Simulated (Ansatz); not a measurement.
Field-gradient calculation, with input and output: In26SbAs27 (part 3 of 3)

Continued. System: In26SbAs27 (defect cell, 54 atoms in the cell). Method: DFT, PBE, plane waves, PAW, spin-polarised (Ansatz 0.2.0); cutoff 420 eV, 2×2×2 k-mesh, Fermi–Dirac smearing of 0.01 eV, collinear spins. The structure derives from an entry of the Crystallography Open Database. Some settings of this run were made unusual or wrong on purpose.

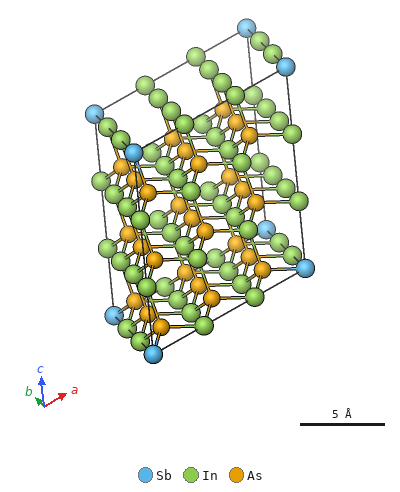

*The structure as given in the input (ball-and-stick view of the cell of the calculation, seen slightly off an axis). An atom can appear more than once, as a periodic image.*

### Output, continued
```
  k-point 0 ↑: bands = ["-27.3437", "-27.3437", "-27.3437", "-27.3434", "-27.3179", "-27.3179", "-27.3177", "-27.3177", "-27.3177", "-27.3173", ... 249 levels left out ..., "-6.2521", "-6.2521", "-6.2483", "-6.2483", "-6.2483", "-6.2447", "-6.2447", "-6.2447", "-6.2414", "-6.2414", "-6.2395", "-4.3430", "-3.6075", "-3.0979", "-3.0979", "-3.0979", "-2.9117", "-2.9117", "-2.9117", "-2.9064", "-2.6674", "-2.6674", "-2.6674", "-2.6593", "-2.5801", "-2.5801", "-2.2048", "-2.2048", "-2.2048",
      "-2.0769", "-2.0035", "-2.0035", "-1.9965", "-1.9965", "-1.9965", "-1.9789", "-1.9789", "-1.9789", "-0.2370", "2.3304", "2.3304", "2.3304", "2.3352", "2.3352", "2.3352", "2.3888", "2.3888", "2.3953", "2.3953", "2.3953", "2.8942", "3.0596", "3.0596", "3.0596", "3.1637", "3.1637", "3.1637", "3.2173", "3.2173", "3.2433", "3.2661", "3.2661", "3.2661", "3.2672", "4.1514", "4.1514", "4.1514", "4.5179", "4.5179",
      "4.6102", "4.6102", "4.6102", "4.6183", "4.6183", "4.6183", "4.6203", "5.5483", "5.5483", "5.5483", "5.9976", "5.9976", "5.9976", "6.0210", "6.0210", "6.0210", "6.0670", "6.0670", "6.0670", "6.2127", "6.2127", "6.2127", "6.2480", "6.2480", "6.2524", "6.2524", "6.2524", "6.2936", "6.2975", "6.2975", "6.2975", "6.9437", "6.9437", "6.9437", "7.1267", "7.1267", "7.1409", "7.1409", "7.1409", "7.1766",
      "7.1766", "7.1766", "7.1989", "7.1989", "7.1989", "7.1994", "7.1994", "7.4886", "7.9391", "7.9391", "7.9391", "8.2910", "8.8700", "8.8700", "8.8700", "9.1005", "9.1086", "9.1086", "9.1086", "9.5470", "9.5470", "9.5470", "9.6571", "9.7904", "9.7904", "10.0320", "10.1486", "10.1486", "10.1486", "10.2013", "10.2013", "10.3010", "10.3010", "10.3010", "10.3065", "10.3065", "10.3065", "10.5055", "10.5304", "10.5304",
      "10.5515", "10.5515", "10.5515", "11.5552", "11.5552", "11.5552", "12.2185", "12.2185", "12.2185", "12.5804", "12.5804", "12.5865", "12.6759", "12.6759", "12.6759", "12.7093", "12.7093", "12.7093", "12.7126", "12.7126", "12.7186", "12.7186", "12.7186", "12.9806", "12.9806", "12.9806", "12.9867", "12.9867", "12.9867", "13.0789", "13.0789", "13.0831", "13.0831", "13.0831", "13.8900", "13.8900", "13.8900", "14.0482", "14.0939", "14.0939",
      "14.0939", "14.0957", "14.2689", "14.2689", "14.2689", "14.6375", "14.6375", "14.6375", "14.6648", "14.6648", "14.6747"]
  k-point 1 ↑: bands = ["-27.3437", "-27.3437", "-27.3437", "-27.3434", "-27.3179", "-27.3179", "-27.3177", "-27.3177", "-27.3177", "-27.3173", ... 249 levels left out ..., "-6.2518", "-6.2518", "-6.2482", "-6.2471", "-6.2471", "-6.2455", "-6.2450", "-6.2450", "-6.2405", "-6.2405", "-6.2386", "-4.2867", "-3.6487", "-3.3696", "-3.1260", "-3.1260", "-2.9659", "-2.9480", "-2.9480", "-2.7406", "-2.6225", "-2.6126", "-2.6126", "-2.4907", "-2.4907", "-2.4461", "-2.2068", "-2.2068", "-2.1925",
      "-2.0966", "-2.0476", "-2.0476", "-2.0251", "-2.0251", "-2.0196", "-1.9960", "-1.9847", "-1.9847", "-0.2593", "2.1378", "2.2966", "2.2966", "2.3015", "2.3472", "2.3472", "2.3709", "2.3990", "2.3990", "2.4119", "2.4119", "2.4278", "2.6443", "2.6443", "2.6618", "2.7228", "2.7241", "2.7241", "3.4964", "3.6239", "3.6239", "3.7241", "3.7241", "3.7707", "4.4034", "4.4097", "4.4097", "4.8468", "4.8468", "4.8502",
      "4.8850", "5.0620", "5.0620", "5.1602", "5.1602", "5.1706", "5.2855", "5.3331", "5.4608", "5.4608", "5.5033", "5.5452", "5.5452", "5.5518", "5.6736", "5.6736", "5.7705", "5.8396", "5.8396", "5.8401", "5.8889", "5.8889", "5.8947", "5.9158", "5.9158", "5.9278", "6.2531", "6.3220", "6.3220", "6.4069", "6.4174", "6.4174", "6.4487", "6.4487", "6.5995", "6.6089", "6.6089", "6.6513", "6.8454", "6.8454",
      "6.9046", "6.9046", "6.9196", "6.9523", "6.9775", "6.9775", "7.5747", "7.5747", "7.6642", "7.6642", "8.3616", "9.0609", "9.2240", "9.4827", "9.5580", "9.5580", "9.8144", "9.9958", "9.9989", "9.9989", "10.1445", "10.1445", "10.1765", "10.2624", "10.2624", "10.3350", "10.3540", "10.3617", "10.3617", "10.3723", "10.3723", "10.4326", "10.9433", "10.9433", "11.1717", "11.1979", "11.1979", "11.2438", "11.3200", "11.3200",
      "11.3403", "11.3403", "11.3432", "11.3700", "11.4108", "11.4108", "11.4425", "11.4425", "11.4560", "11.7388", "11.7388", "12.0045", "12.0873", "12.0873", "12.1053", "12.1219", "12.1387", "12.1387", "12.2268", "12.3424", "12.3424", "12.3900", "12.4421", "12.4421", "12.4661", "12.4755", "12.4755", "12.6061", "12.6061", "12.9066", "12.9066", "13.0147", "13.1845", "13.1909", "13.1909", "13.2055", "13.3006", "13.3396", "13.3396", "13.3576",
      "13.3576", "13.4149", "13.4719", "13.5148", "13.5148", "13.5519", "13.5519", "13.6928", "13.6928", "13.7885", "13.7885"]
  k-point 2 ↑: bands = ["-27.3437", "-27.3437", "-27.3437", "-27.3434", "-27.3179", "-27.3179", "-27.3177", "-27.3177", "-27.3177", "-27.3173", ... 249 levels left out ..., "-6.2542", "-6.2505", "-6.2474", "-6.2474", "-6.2473", "-6.2457", "-6.2450", "-6.2450", "-6.2421", "-6.2398", "-6.2376", "-4.2712", "-3.5759", "-3.3759", "-3.2748", "-3.2748", "-3.2105", "-2.7326", "-2.6891", "-2.6891", "-2.6597", "-2.3831", "-2.3736", "-2.3678", "-2.3678", "-2.3485", "-2.3409", "-2.3333", "-2.3333",
      "-2.3086", "-2.3073", "-2.3073", "-2.3056", "-1.9299", "-1.8928", "-1.8928", "-1.8495", "-1.8368", "-0.2776", "2.1284", "2.2005", "2.2149", "2.2149", "2.2801", "2.2801", "2.3124", "2.3252", "2.3951", "2.4111", "2.4111", "2.4237", "2.6830", "2.8100", "2.8100", "2.8337", "2.8617", "2.8617", "2.8816", "2.8865", "4.0366", "4.0963", "4.1573", "4.1573", "4.5357", "4.5532", "4.5532", "5.0813", "5.1204", "5.1501",
      "5.1726", "5.1726", "5.2049", "5.2199", "5.2299", "5.2299", "5.2433", "5.2525", "5.2525", "5.2685", "5.3244", "5.3247", "5.5235", "5.5235", "5.6046", "5.6542", "5.6817", "5.6817", "5.7037", "5.7154", "5.7154", "5.7323", "6.0213", "6.0395", "6.0395", "6.1777", "6.2240", "6.2240", "6.2266", "6.2365", "6.2544", "6.2577", "6.2608", "6.2608", "6.3633", "6.3633", "6.5173", "6.5229", "6.5678", "6.5678",
      "6.5780", "6.5797", "7.0515", "7.0515", "7.1149", "7.1149", "7.4642", "7.4642", "7.5007", "7.5122", "8.8532", "9.1689", "9.7321", "10.0262", "10.0663", "10.0663", "10.1216", "10.1713", "10.1713", "10.1956", "10.2022", "10.2024", "10.2139", "10.2139", "10.2437", "10.2448", "10.4182", "10.4182", "10.7113", "10.7319", "10.8767", "11.0277", "11.0437", "11.1783", "11.1783", "11.2408", "11.2553", "11.3007", "11.3007", "11.3423",
      "11.3423", "11.3432", "11.3877", "11.3877", "11.4078", "11.4141", "11.4354", "11.4415", "11.4514", "11.4514", "11.4551", "11.4722", "11.8650", "11.9492", "11.9492", "12.0942", "12.1283", "12.1754", "12.1921", "12.1921", "12.2450", "12.2471", "12.2471", "12.2497", "12.4021", "12.4021", "12.5893", "12.5912", "12.7395", "12.7429", "12.8202", "12.8202", "12.8647", "12.8647", "12.9173", "12.9277", "13.0205", "13.0287", "13.0287", "13.0971",
      "13.0971", "13.1084", "13.1643", "13.1643", "13.4504", "13.4504", "13.4892", "13.5624", "13.5908", "13.5946", "13.5946"]
  k-point 2 ↓: bands = ["-27.3346", "-27.3346", "-27.3346", "-27.3344", "-27.3101", "-27.3101", "-27.3099", "-27.3099", "-27.3099", "-27.3096", ... 249 levels left out ..., "-6.2540", "-6.2504", "-6.2474", "-6.2474", "-6.2472", "-6.2456", "-6.2448", "-6.2448", "-6.2420", "-6.2397", "-6.2375", "-4.2378", "-3.5677", "-3.3737", "-3.2626", "-3.2626", "-3.2054", "-2.7284", "-2.6653", "-2.6653", "-2.6339", "-2.3785", "-2.3730", "-2.3660", "-2.3660", "-2.3468", "-2.3367", "-2.3315", "-2.3315",
      "-2.3056", "-2.3056", "-2.3054", "-2.3046", "-1.9264", "-1.8892", "-1.8892", "-1.8461", "-1.8345", "-0.2440", "2.1318", "2.2056", "2.2195", "2.2195", "2.2904", "2.2904", "2.3196", "2.3263", "2.3980", "2.4136", "2.4136", "2.4254", "2.6865", "2.8155", "2.8155", "2.8389", "2.8657", "2.8657", "2.8845", "2.8889", "4.0572", "4.1019", "4.1703", "4.1703", "4.5549", "4.5781", "4.5781", "5.0905", "5.1262", "5.1585",
      "5.1783", "5.1783", "5.2102", "5.2248", "5.2331", "5.2331", "5.2467", "5.2556", "5.2556", "5.2694", "5.3290", "5.3349", "5.5285", "5.5285", "5.6088", "5.6594", "5.6866", "5.6866", "5.7082", "5.7193", "5.7193", "5.7349", "6.0298", "6.0458", "6.0458", "6.1845", "6.2285", "6.2285", "6.2300", "6.2392", "6.2555", "6.2596", "6.2626", "6.2626", "6.3730", "6.3730", "6.5235", "6.5285", "6.5708", "6.5708",
      "6.5805", "6.5818", "7.0577", "7.0577", "7.1191", "7.1191", "7.4673", "7.4673", "7.5042", "7.5163", "8.9171", "9.1933", "9.7409", "10.0323", "10.0790", "10.0790", "10.1324", "10.1779", "10.1779", "10.1983", "10.2048", "10.2053", "10.2158", "10.2158", "10.2458", "10.2459", "10.4485", "10.4485", "10.7185", "10.7479", "10.8852", "11.0331", "11.0509", "11.1830", "11.1830", "11.2501", "11.2644", "11.3082", "11.3082", "11.3448",
      "11.3482", "11.3482", "11.3940", "11.3940", "11.4093", "11.4172", "11.4406", "11.4464", "11.4536", "11.4536", "11.4594", "11.4755", "11.8805", "11.9607", "11.9607", "12.1043", "12.1351", "12.1815", "12.1981", "12.1981", "12.2475", "12.2505", "12.2505", "12.2527", "12.4077", "12.4077", "12.5929", "12.5971", "12.7520", "12.7534", "12.8249", "12.8249", "12.8705", "12.8705", "12.9200", "12.9298", "13.0280", "13.0329", "13.0329", "13.1039",
      "13.1039", "13.1148", "13.1674", "13.1674", "13.4546", "13.4546", "13.4951", "13.5687", "13.5957", "13.5979", "13.5979"]
--- Löwdin populations: 54 sites ---
  site symbol       q [e]    m [muB]
     0     Sb     14.4152     0.0582
     1     In     12.7220     0.0061
     2     In     12.7220     0.0061
     3     In     12.7220     0.0061
     4     In     12.7094     0.0012
     5     In     12.7220     0.0061
     6     In     12.7220     0.0061
     7     In     12.7220     0.0061
     8     In     12.7024     0.0011
     9     In     12.7220     0.0061
    10     In     12.7094     0.0012
    11     In     12.7220     0.0061
    12     In     12.7094     0.0012
    13     In     12.7094     0.0012
    14     In     12.7061     0.0003
    15     In     12.7220     0.0061
    16     In     12.7061     0.0003
    17     In     12.7061     0.0003
    18     In     12.7220     0.0061
    19     In     12.7220     0.0061
    20     In     12.7024     0.0011
    21     In     12.7220     0.0061
    22     In     12.7061     0.0003
    23     In     12.7061     0.0003
    24     In     12.7024     0.0011
    25     In     12.7061     0.0003
    26     In     12.7024     0.0011
    27     As     15.2496     0.0507
    28     As     15.2535     0.0075
    29     As     15.2496     0.0507
    30     As     15.2535     0.0075
    31     As     15.2535     0.0075
    32     As     15.2624     0.0005
    33     As     15.2496     0.0507
    34     As     15.2624     0.0005
    35     As     15.2624     0.0005
    36     As     15.2535     0.0075
    37     As     15.2535     0.0075
    38     As     15.2624     0.0005
    39     As     15.2535     0.0075
    40     As     15.2623     0.0000
    41     As     15.2623     0.0000
    42     As     15.2624     0.0005
    43     As     15.2623     0.0000
    44     As     15.2624     0.0005
    45     As     15.2496     0.0507
    46     As     15.2624     0.0005
    47     As     15.2624     0.0005
    48     As     15.2624     0.0005
    49     As     15.2623     0.0000
    50     As     15.2624     0.0005
    51     As     15.2624     0.0005
    52     As     15.2624     0.0005
    53     As     15.2628     0.0006
  spilling = 0.001394 (of n_electrons = 758.000000)
```

### What the run reported

| quantity | value |
| --- | --- |
| outcome | converged |
| electrons treated | 758 |
| free energy | −283153.5811 eV |
| Fermi energy | 8.867 eV |
| net moment of the cell | 0.41 μB |
| integrated absolute moment | 0.42 μB |
| pressure | 4.89 GPa |
| field gradient V_zz (10²¹ V/m²) | Sb 0.0000, In 2.40, In 2.40, In 2.40, In −0.36, In 2.40, In 2.40, In 2.40 (the first 8 of 54 sites) |
| largest force (length of the vector) | 0.561 eV/Å |
| wall time | 5 min (CPU time 19 min) |
| peak memory | 5.6 GiB |

### Remarks

A setting was made wrong on purpose: an impossible spin (`magnetization`). It did no harm here: the run converged to the energy of the sound run within 1 meV per atom. Notes on the run: the field gradients leave out spin–orbit coupling.
